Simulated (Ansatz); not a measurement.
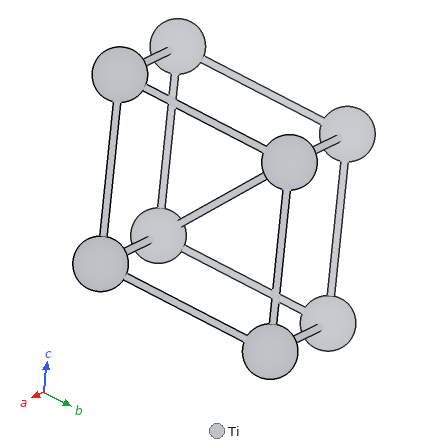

System: a slab cut from Ti (slab content Ti₁₅), space group Im-3m (No. 229). The picture shows the bulk cell.

Starting cell:
```
CELL_PARAMETERS angstrom
-1.62590 1.62590 1.62590
1.62590 -1.62590 1.62590
1.62590 1.62590 -1.62590
ATOMIC_POSITIONS crystal
Ti 0.00000 0.00000 0.00000
```

Input of one of the runs behind the figure:
```
crystal:
  lattice:
    - [3.2517897396, 0.0, 0.0]
    - [0.0, 7.2712229062, 0.0]
    - [0.0, 0.0, 25.1797120687]
  atoms:
    - { symbol: Ti, position: [0.5, 0.7, 0.2978588468] }
    - { symbol: Ti, position: [0.0, 0.4, 0.3267361544] }
    - { symbol: Ti, position: [0.5, 0.1, 0.355613462] }
    - { symbol: Ti, position: [0.0, 0.8, 0.3844907696] }
    - { symbol: Ti, position: [0.5, 0.5, 0.4133680772] }
    - { symbol: Ti, position: [0.0, 0.2, 0.4422453848] }
    - { symbol: Ti, position: [0.5, 0.9, 0.4711226924] }
    - { symbol: Ti, position: [0.0, 0.6, 0.5] }
    - { symbol: Ti, position: [0.5, 0.3, 0.5288773076] }
    - { symbol: Ti, position: [0.0, 0.0, 0.5577546152] }
    - { symbol: Ti, position: [0.5, 0.7, 0.5866319228] }
    - { symbol: Ti, position: [0.0, 0.4, 0.6155092304] }
    - { symbol: Ti, position: [0.5, 0.1, 0.644386538] }
    - { symbol: Ti, position: [0.0, 0.8, 0.6732638456] }
    - { symbol: Ti, position: [0.5, 0.5, 0.7021411532] }
basis:
  ecutwfc: 500
kpoints:
  mp_grid: { grid: [11, 5, 1] }
hamiltonian:
  xc: r2scan
scf:
  occupations: { method: gaussian, width: 0.1 }
output:
  forces: true
  eigenvalues: true
  write_density: true
  write_potential: true
  elf: true
  volumetric_format: npy
relax:
  adjacent_minimum: "off"
  f_tol: 0.02
  max_steps: 60
efield:
  axis: 3
  dipole_correction: true
  ramp_width: 0.04
```

Command:
```bash
ansatz run input.yaml --threads 4 --pin off --max-ram 10240MiB --backend cpu --events-out ev --progress --plain --runs-dir out
```

Computed with Ansatz 0.2.0: spacing and rumpling of the atomic planes of a slab cut from the relaxed bulk cell along the Miller plane (conventional indices), bottom to top, after all atoms relax, plane waves with PAW datasets, Γ-centred k mesh. Level: r2SCAN, no spin polarisation.

```json
{"setting": "space group in which the indices count", "value": "229"}
{"setting": "Miller index h", "value": "2"}
{"setting": "Miller index k", "value": "1"}
{"setting": "Miller index l", "value": "0"}
{"setting": "top plane", "value": "Ti"}
{"setting": "bottom plane", "value": "Ti"}
{"setting": "planes", "value": "15"}
{"setting": "surface cell", "value": "(1, 1)"}
{"setting": "slab thickness as cut", "value": "10.18 Å"}
{"setting": "vacuum", "value": "15 Å"}
{"setting": "surface area", "value": "23.64 Å²"}
{"setting": "surface a", "value": "3.252 Å"}
{"setting": "surface b", "value": "7.271 Å"}
{"setting": "surface angle", "value": "90 °"}
{"setting": "slab atoms", "value": "15"}
{"setting": "wave cutoff", "value": "500 eV"}
{"setting": "k mesh", "value": "11×5×1"}
{"setting": "occupations", "value": "Gaussian"}
{"setting": "smearing width", "value": "0.1 eV"}
{"setting": "boundary", "value": "dipole corrected"}
```

What does the calculation give for the spacing change of each pair of planes? The cases: 1–2; 2–3; 3–4; 4–5; 5–6; 6–7; 7–8; 8–9; 9–10; 10–11; 11–12; 12–13; 13–14; 14–15.

The least value, −0.355 Å, is that of 5–6 and 10–11, and the largest, 0.573 Å, that of 6–7 and 9–10. In rising order: 5–6 (−0.355), 10–11 (−0.355), 2–3 (−0.327), 13–14 (−0.327), 4–5 (−0.238), 11–12 (−0.238), 8–9 (−0.228), 7–8 (−0.227), 1–2 (−0.187), 14–15 (−0.187), 3–4 (0.389), 12–13 (0.390), 6–7 (0.573), 9–10 (0.573), in Å. The spacing to next, in Å, is 0.541 for 1–2, 0.400 for 2–3, 1.117 for 3–4, 0.489 for 4–5, 0.372 for 5–6, 1.300 for 6–7, 0.500 for 7–8, 0.499 for 8–9, 1.300 for 9–10, 0.372 for 10–11, 0.489 for 11–12, 1.117 for 12–13, 0.400 for 13–14 and 0.540 for 14–15.

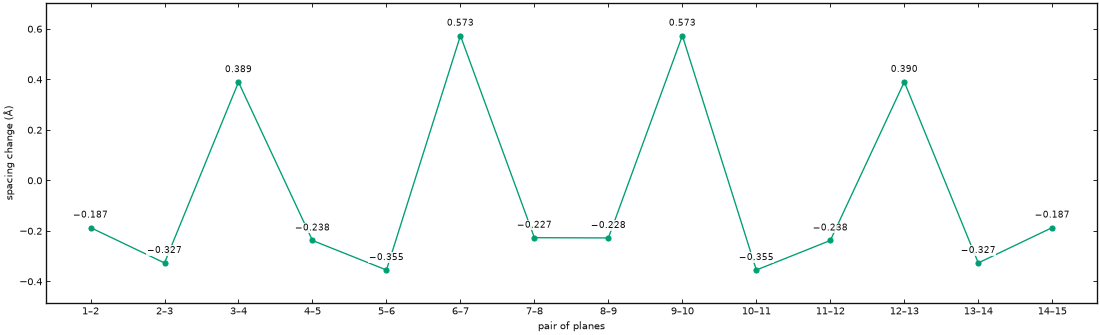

Limits of the calculation: coarse k mesh; k mesh lowers the symmetry; the slab's middle relaxes too; xc potential rough in thin density.
